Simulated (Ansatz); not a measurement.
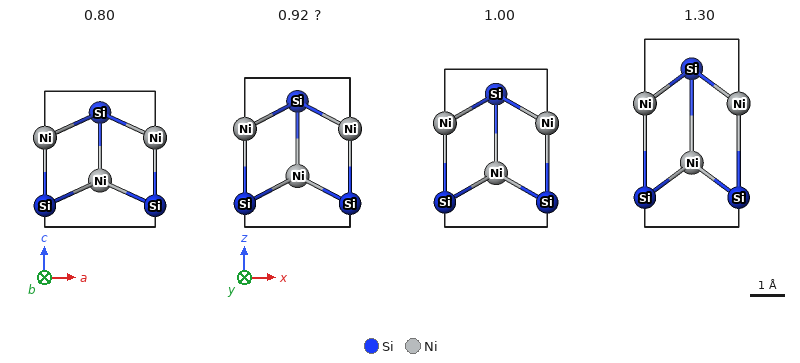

A scan of crystalline SiNi (Pmmn): the ratio of the cell's length along z to its lengths across, counted as 1 for the reference, is changed at fixed volume (a c/a path), with the atoms kept at their fractional coordinates. x, y and z are the Cartesian axes of the input. The picture is a ball-and-stick view of the cell of the calculation, seen along the b axis.

Theory: DFT PBE, scalar-relativistic, plane waves, PAW (Ansatz 0.2.0). (plane-wave cutoff 420 eV; k-point mesh 18 × 16 × 12; occupations gaussian; smearing width 0.15 eV; no spin polarisation). Energies (free energies at the smearing named) are counted from the relaxed crystal.

| axial ratio over its reference value | energy change (meV/atom) |
| --- | --- |
| 0.80 | 462 |
| 0.85 | 218 |
| 0.92 | ? |
| 0.96 | 11 |
| 1.00 | 0 |
| 1.05 | 12 |
| 1.10 | 42 |
| 1.20 | 126 |
| 1.30 | 226 |

**One row is withheld. What is its energy?**

A straight line between the two neighbours gives 86 meV/atom. A cubic through the four nearest rows (0.80, 0.85, 0.96, 1.00) gives, with Lagrange weights, (−0.1400)(462) + (0.4655)(218) + (0.9545)(11) + (−0.2800)(0) = 47 meV/atom. The calculation gives 49 meV/atom, so the cubic is 2 meV/atom too low and the straight line 37 meV/atom too high, as the curve bends upwards here.

The whole profile:

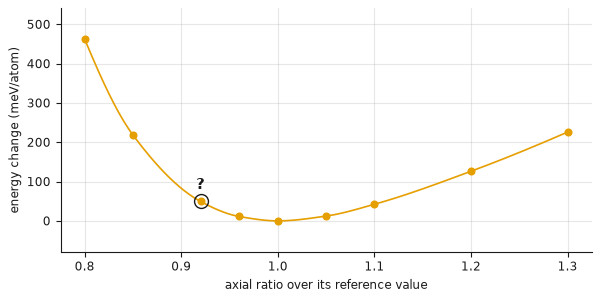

Limits of the set-up: an element that often carries a moment was run without spin polarisation.
